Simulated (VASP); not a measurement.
## Run report: SnO2, geometry relaxation (part 1 of 3)

- system: SnO2 (6 atoms in the cell)
- method: Kohn-Sham DFT of a periodic cell, PBE, VASP PAW PBE potentials, recommended, no spin polarisation (VASP 6.6.1)

The structure derives from an entry of the Crystallography Open Database.

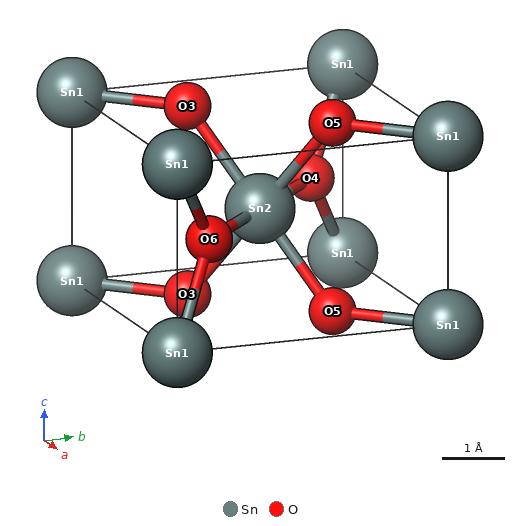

The input geometry (ball-and-stick view of the cell of the calculation, seen slightly off an axis; atoms are numbered from 1 in the order of the input).

INCAR
```
ALGO = Normal
EDIFF = 1E-6
EDIFFG = -0.01
ENCUT = 600
GGA = PE
IBRION = 2
ISIF = 3
ISMEAR = 0
KPAR = 2
LASPH = T
LCHARG = F
LREAL = F
LWAVE = F
NELM = 80
NSW = 90
PREC = Accurate
SIGMA = 0.03
```

KPOINTS
```
k-points
0
Gamma
  6 6 8
```

POSCAR
```
SnO2
1.0
    4.7380000000      0.0000000000      0.0000000000
    0.0000000000      4.7380000000      0.0000000000
    0.0000000000      0.0000000000      3.1865000000
Sn O
2 4
Direct
    0.0000000000      0.0000000000      0.0000000000
    0.5000000000      0.5000000000      0.5000000000
    0.3071000000      0.3071000000      0.0000000000
    0.1929000000      0.8071000000      0.5000000000
    0.6929000000      0.6929000000      0.0000000000
    0.8071000000      0.1929000000      0.5000000000
```

Hardware: 2 threads of Intel Xeon (Granite Rapids), 160 GiB of memory available, shared host.

Launched with:
```bash
cat potpaw_PBE.64/Sn_d/POTCAR potpaw_PBE.64/O/POTCAR > POTCAR
mpirun -np 2 vasp_std > vasp.out
```

OSZICAR
```
N       E                     dE             d eps       ncg     rms          rms(c)
DAV:   1     0.698464510308E+03    0.69846E+03   -0.28568E+04  3338   0.286E+03
DAV:   2     0.631689395960E+02   -0.63530E+03   -0.61187E+03  3517   0.742E+02
DAV:   3    -0.379981378165E+02   -0.10117E+03   -0.99305E+02  3520   0.238E+02
DAV:   4    -0.432585278863E+02   -0.52604E+01   -0.52338E+01  3698   0.593E+01
DAV:   5    -0.434186110692E+02   -0.16008E+00   -0.15999E+00  3820   0.106E+01    0.161E+01
DAV:   6    -0.370798135646E+02    0.63388E+01   -0.24763E+01  5018   0.720E+01    0.592E+00
DAV:   7    -0.371976456956E+02   -0.11783E+00   -0.20927E+00  3415   0.868E+00    0.332E+00
DAV:   8    -0.371815241558E+02    0.16122E-01   -0.26663E-01  4345   0.559E+00    0.727E-01
DAV:   9    -0.371689323729E+02    0.12592E-01   -0.78803E-02  4880   0.414E+00    0.155E-01
DAV:  10    -0.371695223377E+02   -0.58996E-03   -0.50385E-03  4060   0.613E-01    0.533E-02
DAV:  11    -0.371696392024E+02   -0.11686E-03   -0.25893E-04  4146   0.134E-01    0.156E-02
DAV:  12    -0.371696423163E+02   -0.31139E-05   -0.19000E-05  4556   0.599E-02    0.109E-02
DAV:  13    -0.371696398149E+02    0.25014E-05   -0.11254E-05  3890   0.437E-02    0.241E-03
DAV:  14    -0.371696395170E+02    0.29794E-06   -0.13435E-06  2496   0.139E-02
   1 F= -.37169640E+02 E0= -.37169640E+02  d E =-.371696E+02
       N       E                     dE             d eps       ncg     rms          rms(c)
DAV:   1    -0.425028365246E+02   -0.53332E+01   -0.15667E+02  3906   0.222E+02    0.155E+01
DAV:   2    -0.381557918317E+02    0.43470E+01   -0.13328E+01  3858   0.391E+01    0.561E+00
DAV:   3    -0.372278041360E+02    0.92799E+00   -0.17315E+00  4337   0.239E+01    0.170E+00
DAV:   4    -0.371098793401E+02    0.11792E+00   -0.36928E-01  4546   0.116E+01    0.309E-01
DAV:   5    -0.371093104763E+02    0.56886E-03   -0.90442E-02  4251   0.244E+00    0.158E-01
DAV:   6    -0.371060039590E+02    0.33065E-02   -0.39198E-03  4046   0.676E-01    0.773E-02
DAV:   7    -0.371060433232E+02   -0.39364E-04   -0.58274E-04  4491   0.203E-01    0.389E-02
DAV:   8    -0.371059949035E+02    0.48420E-04   -0.12245E-04  4477   0.111E-01    0.497E-03
DAV:   9    -0.371059965418E+02   -0.16384E-05   -0.98780E-06  4059   0.369E-02    0.450E-03
DAV:  10    -0.371059967007E+02   -0.15885E-06   -0.15483E-06  2713   0.148E-02
   2 F= -.37105997E+02 E0= -.37105992E+02  d E =0.636428E-01
       N       E                     dE             d eps       ncg     rms          rms(c)
DAV:   1    -0.391356586637E+02   -0.20297E+01   -0.44849E+01  3899   0.933E+01    0.928E+00
DAV:   2    -0.376183991934E+02    0.15173E+01   -0.44780E+00  4221   0.246E+01    0.320E+00
DAV:   3    -0.373456853926E+02    0.27271E+00   -0.53819E-01  4418   0.186E+01    0.104E+00
DAV:   4    -0.373097674844E+02    0.35918E-01   -0.10980E-01  4384   0.730E+00    0.198E-01
DAV:   5    -0.373103360218E+02   -0.56854E-03   -0.32622E-02  4008   0.157E+00    0.938E-02
DAV:   6    -0.373099531087E+02    0.38291E-03   -0.11483E-03  4121   0.338E-01    0.426E-02
DAV:   7    -0.373099616465E+02   -0.85378E-05   -0.14405E-04  4784   0.129E-01    0.690E-03
DAV:   8    -0.373099606876E+02    0.95894E-06   -0.22551E-05  4673   0.530E-02    0.571E-03
DAV:   9    -0.373099606652E+02    0.22382E-07   -0.19322E-06  2820   0.118E-02
   3 F= -.37309961E+02 E0= -.37309961E+02  d E =-.140321E+00
       N       E                     dE             d eps       ncg     rms          rms(c)
DAV:   1    -0.373104058569E+02   -0.44517E-03   -0.11195E-02  3920   0.165E+00    0.142E-01
DAV:   2    -0.373100489324E+02    0.35692E-03   -0.10319E-03  4249   0.360E-01    0.501E-02
DAV:   3    -0.373099798945E+02    0.69038E-04   -0.13263E-04  4532   0.264E-01    0.155E-02
DAV:   4    -0.373099728253E+02    0.70692E-05   -0.22947E-05  4004   0.115E-01    0.251E-03
DAV:   5    -0.373099745141E+02   -0.16887E-05   -0.81719E-06  3154   0.263E-02    0.108E-03
DAV:   6    -0.373099752729E+02   -0.75887E-06   -0.23606E-07  1739   0.466E-03
   4 F= -.37309975E+02 E0= -.37309975E+02  d E =-.140336E+00
       N       E                     dE             d eps       ncg     rms          rms(c)
DAV:   1    -0.373157247381E+02   -0.57502E-02   -0.40068E-01  3131   0.524E+00    0.441E-01
DAV:   2    -0.373132699277E+02    0.24548E-02   -0.19198E-02  3899   0.132E+00    0.234E-01
DAV:   3    -0.373116472668E+02    0.16227E-02   -0.31603E-03  4069   0.821E-01    0.626E-02
DAV:   4    -0.373116114186E+02    0.35848E-04   -0.71560E-04  4489   0.230E-01    0.195E-02
DAV:   5    -0.373116039749E+02    0.74437E-05   -0.35837E-05  4133   0.609E-02    0.893E-03
DAV:   6    -0.373116014518E+02    0.25231E-05   -0.54241E-06  3140   0.301E-02    0.249E-03
DAV:   7    -0.373116017240E+02   -0.27226E-06   -0.16072E-06  2249   0.162E-02
   5 F= -.37311602E+02 E0= -.37311602E+02  d E =-.162645E-02
       N       E                     dE             d eps       ncg     rms          rms(c)
DAV:   1    -0.373124999261E+02   -0.89847E-03   -0.71123E-02  3131   0.220E+00    0.186E-01
DAV:   2    -0.373120598824E+02    0.44004E-03   -0.33974E-03  3875   0.560E-01    0.984E-02
DAV:   3    -0.373117725208E+02    0.28736E-03   -0.55567E-04  4051   0.348E-01    0.266E-02
DAV:   4    -0.373117652340E+02    0.72868E-05   -0.13037E-04  4497   0.971E-02    0.816E-03
DAV:   5    -0.373117631703E+02    0.20637E-05   -0.63124E-06  3533   0.266E-02    0.369E-03
DAV:   6    -0.373117623141E+02    0.85615E-06   -0.91829E-07  2101   0.127E-02
   6 F= -.37311762E+02 E0= -.37311762E+02  d E =-.178704E-02
       N       E                     dE             d eps       ncg     rms          rms(c)
DAV:   1    -0.373120339122E+02   -0.27074E-03   -0.20942E-02  3600   0.150E+00    0.110E-01
DAV:   2    -0.373118611437E+02    0.17277E-03   -0.83108E-04  4636   0.298E-01    0.460E-02
DAV:   3    -0.373118111284E+02    0.50015E-04   -0.10332E-04  4271   0.192E-01    0.142E-02
DAV:   4    -0.373118043963E+02    0.67322E-05   -0.21941E-05  4665   0.773E-02    0.455E-03
DAV:   5    -0.373118035551E+02    0.84118E-06   -0.56106E-06  3386   0.202E-02
   7 F= -.37311804E+02 E0= -.37311804E+02  d E =-.412410E-04
       N       E                     dE             d eps       ncg     rms          rms(c)
DAV:   1    -0.373118127063E+02   -0.83100E-05   -0.82569E-04  3593   0.297E-01    0.220E-02
DAV:   2    -0.373118054801E+02    0.72262E-05   -0.33351E-05  4555   0.588E-02    0.928E-03
DAV:   3    -0.373118034537E+02    0.20264E-05   -0.33254E-06  3001   0.379E-02    0.291E-03
DAV:   4    -0.373118036214E+02   -0.16771E-06   -0.93203E-07  1693   0.141E-02
   8 F= -.37311804E+02 E0= -.37311804E+02  d E =-.413073E-04
```

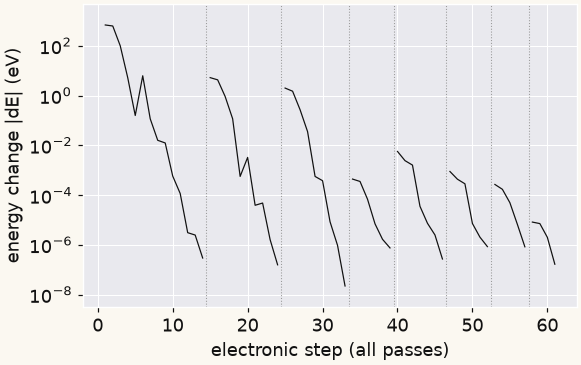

Convergence of the self-consistent field: energy change |dE| against the electronic step. Each stretch between dotted lines is the SCF of one geometry step of a relaxation. The 8 ionic steps take 4 to 14 electronic steps each. The density is held fixed in the first few steps, and dE rises again when its update begins.

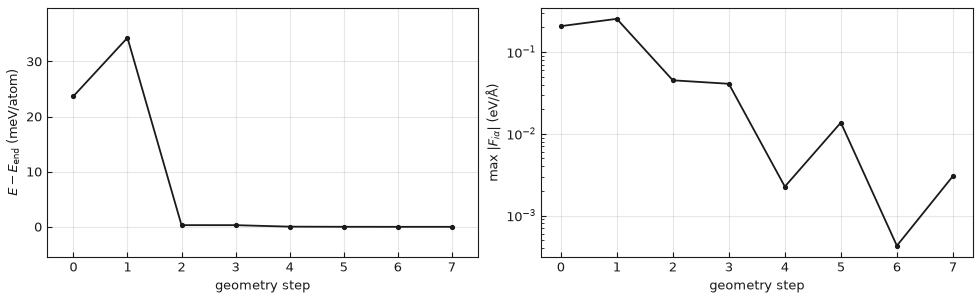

Progress of the relaxation, step by step (steps are counted from 0).

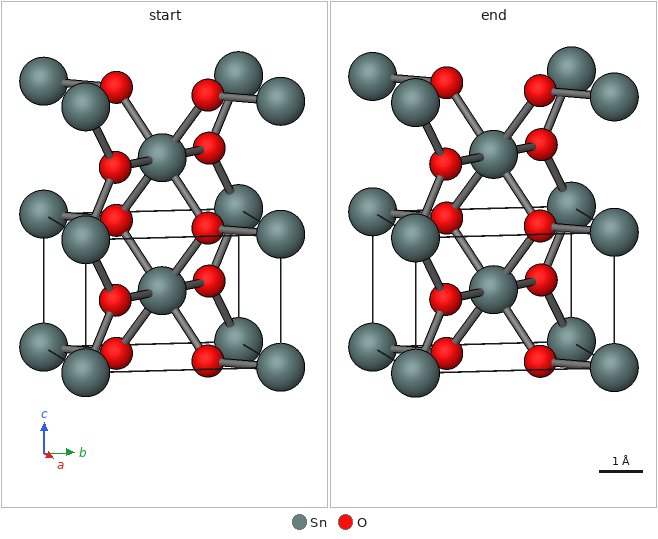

Before (left) and after (right) the relaxation, at one scale (ball-and-stick view of the cell of the calculation, repeated 1 × 1 × 2, seen slightly off an axis). The atoms keep their places relative to the cell (all moves are under 0.005 Å). Cell: a = b 4.738 → 4.830 Å (+1.9 %), c 3.187 → 3.243 Å (+1.8 %). Volume +5.8 %. Distances before and after: Sn1–O4 2.052 → 2.092 Å, Sn1–O3 2.058 → 2.094 Å. The space group stays P4_2/mnm (No. 136). Over 7 geometry steps the energy falls by 23.7 meV per atom. Largest force component: 0.21 eV/Å at the start, 0.003 eV/Å at the end. (Atoms are counted from 1 in the order of the input.)

Parts of OUTCAR
```
EDIFF = 1E-6
   EDIFFG = -0.01
   ENCUT = 600
   GGA = PE
   IBRION = 2
   ISIF = 3
   ISMEAR = 0
   LASPH = T
   LREAL = F
   NELM = 80
   NSW = 90
   PREC = Accurate

 ion  position               nearest neighbor table
   1  0.000  0.000  0.000-   4 2.05   6 2.05   4 2.05   6 2.05   5 2.06   3 2.06   2 3.71   2 3.71
                             2 3.71   2 3.71   2 3.71   2 3.71   2 3.71   2 3.71
   2  0.500  0.500  0.500-   3 2.05   5 2.05   3 2.05   5 2.05   4 2.06   6 2.06   1 3.71   1 3.71
                             1 3.71   1 3.71   1 3.71   1 3.71   1 3.71   1 3.71
   3  0.307  0.307  0.000-   2 2.05   2 2.05   1 2.06
   4  0.193  0.807  0.500-   1 2.05   1 2.05   2 2.06
   5  0.693  0.693  0.000-   2 2.05   2 2.05   1 2.06
   6  0.807  0.193  0.500-   1 2.05   1 2.05   2 2.06

  LATTYP: Found a simple tetragonal cell.
 ALAT       =     4.7380000000
 C/A-ratio  =     0.6725411566

  Lattice vectors:

 A1 = (   4.7380000000,   0.0000000000,   0.0000000000)
 A2 = (   0.0000000000,   4.7380000000,   0.0000000000)
 A3 = (   0.0000000000,   0.0000000000,   3.1865000000)

Analysis of symmetry for initial positions (statically):
=====================================================================
 Subroutine PRICEL returns:
 Original cell was already a primitive cell.

 Routine SETGRP: Setting up the symmetry group for a
 simple tetragonal supercell.

 Subroutine GETGRP returns: Found 16 space group operations
 (whereof  8 operations were pure point group operations)
 out of a pool of 16 trial point group operations.

The static configuration has the point symmetry D_2h.
 The point group associated with its full space group is D_4h.

Analysis of symmetry for dynamics (positions and initial velocities):
=====================================================================
 Subroutine PRICEL returns:
 Original cell was already a primitive cell.

 Routine SETGRP: Setting up the symmetry group for a
 simple tetragonal supercell.

 Subroutine GETGRP returns: Found 16 space group operations
 (whereof  8 operations were pure point group operations)
 out of a pool of 16 trial point group operations.

The dynamic configuration has the point symmetry D_2h.
 The point group associated with its full space group is D_4h.

 Subroutine INISYM returns: Found 16 space group operations
 (whereof  8 operations are pure point group operations),
 and found     1 'primitive' translations

----------------------------------------------------------------------------------------

                                     Primitive cell

  volume of cell :      71.5326

  direct lattice vectors                    reciprocal lattice vectors
     4.738000000  0.000000000  0.000000000     0.211059519  0.000000000  0.000000000
     0.000000000  4.738000000  0.000000000     0.000000000  0.211059519  0.000000000
     0.000000000  0.000000000  3.186500000     0.000000000  0.000000000  0.313823945

  length of vectors
     4.738000000  4.738000000  3.186500000     0.211059519  0.211059519  0.313823945

  position of ions in fractional coordinates (direct lattice)
     0.000000000  0.000000000  0.000000000
     0.500000000  0.500000000  0.500000000
     0.307100000  0.307100000  0.000000000
     0.192900000  0.807100000  0.500000000
     0.692900000  0.692900000  0.000000000
     0.807100000  0.192900000  0.500000000

  ion indices of the primitive-cell ions
   primitive index   ion index
                 1           1
                 2           2
                 3           3
                 4           4
                 5           5
                 6           6

----------------------------------------------------------------------------------------

 KPOINTS: k-points

Automatic generation of k-mesh.
 Grid dimensions read from file:
 generate k-points for:    6    6    8

 Generating k-lattice:

  Cartesian coordinates                     Fractional coordinates (reciprocal lattice)
     0.035176586  0.000000000  0.000000000     0.166666667  0.000000000  0.000000000
     0.000000000  0.035176586  0.000000000     0.000000000  0.166666667  0.000000000
     0.000000000  0.000000000  0.039227993     0.000000000  0.000000000  0.125000000

  Length of vectors
     0.035176586  0.035176586  0.039227993

  Shift w.r.t. Gamma in fractional coordinates (k-lattice)
     0.000000000  0.000000000  0.000000000

 Subroutine IBZKPT returns following result:
 ===========================================

 Found     50 irreducible k-points:

 Following reciprocal coordinates:
            Coordinates               Weight
  0.000000  0.000000  0.000000      1.000000
  0.166667  0.000000  0.000000      4.000000
  0.333333  0.000000  0.000000      4.000000
  0.500000  0.000000  0.000000      2.000000
  0.166667  0.166667  0.000000      4.000000
  0.333333  0.166667  0.000000      8.000000
  0.500000  0.166667  0.000000      4.000000
  0.333333  0.333333  0.000000      4.000000
  0.500000  0.333333  0.000000      4.000000
  0.500000  0.500000  0.000000      1.000000
  0.000000  0.000000  0.125000      2.000000
  0.166667  0.000000  0.125000      8.000000
  0.333333  0.000000  0.125000      8.000000
  0.500000  0.000000  0.125000      4.000000
  0.166667  0.166667  0.125000      8.000000
  0.333333  0.166667  0.125000     16.000000
  0.500000  0.166667  0.125000      8.000000
  0.333333  0.333333  0.125000      8.000000
  0.500000  0.333333  0.125000      8.000000
  0.500000  0.500000  0.125000      2.000000
  0.000000  0.000000  0.250000      2.000000
  0.166667  0.000000  0.250000      8.000000
  0.333333  0.000000  0.250000      8.000000
  0.500000  0.000000  0.250000      4.000000
 [... further k-points ...]
```
